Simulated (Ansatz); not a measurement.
Crystal: GaSb, the input geometry of an electronic-structure calculation (not necessarily at equilibrium).

```cif
data_structure
_symmetry_space_group_name_H-M 'I-4m2'
_symmetry_Int_Tables_number 119
_cell_length_a 5.5069
_cell_length_b 5.5069
_cell_length_c 3.1814
_cell_angle_alpha 90.000
_cell_angle_beta 90.000
_cell_angle_gamma 90.000
_cell_volume 96.48
loop_
_atom_site_label
_atom_site_type_symbol
_atom_site_symmetry_multiplicity
_atom_site_Wyckoff_symbol
_atom_site_fract_x
_atom_site_fract_y
_atom_site_fract_z
_atom_site_occupancy
Ga1 Ga 2 c 0.50000 0.00000 0.75000 1
Sb1 Sb 2 a 0.00000 0.00000 0.00000 1
```

Question: What does its first Brillouin zone look like, and which path through it is standard?

Answer: It has a body-centred tetragonal lattice (tI; extended symbol tI1). The zone is an elongated dodecahedron in its combinatorial type: 12 faces (8 with 4 edges, 4 with 6 edges), 28 edges, 18 vertices. Path: Γ–X–M–Γ–Z | Z₀–M | X–P–N–Γ.

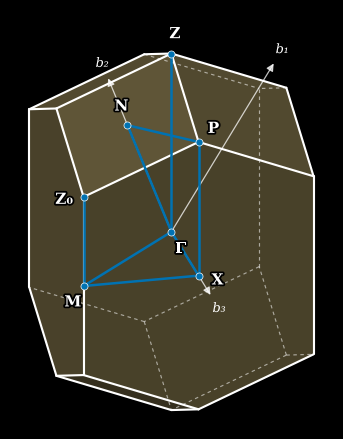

Labels and path follow the convention of Hinuma et al. (2017), as computed by seekpath; the arrows show the directions of the reciprocal primitive vectors b₁, b₂, b₃, in which coordinates are given; lengths include the factor 2π.

```json
{"point": "Γ", "k₁": "0", "k₂": "0", "k₃": "0", "length of k (1/Å)": "0.000"}
{"point": "M", "k₁": "−1/2", "k₂": "1/2", "k₃": "1/2", "length of k (1/Å)": "1.141"}
{"point": "X", "k₁": "0", "k₂": "0", "k₃": "1/2", "length of k (1/Å)": "0.807"}
{"point": "P", "k₁": "1/4", "k₂": "1/4", "k₃": "1/4", "length of k (1/Å)": "1.275"}
{"point": "Z", "k₁": "0.333", "k₂": "0.333", "k₃": "−0.333", "length of k (1/Å)": "1.317"}
{"point": "Z₀", "k₁": "−0.333", "k₂": "0.667", "k₃": "0.333", "length of k (1/Å)": "1.317"}
{"point": "N", "k₁": "0", "k₂": "1/2", "k₃": "0", "length of k (1/Å)": "1.140"}
```
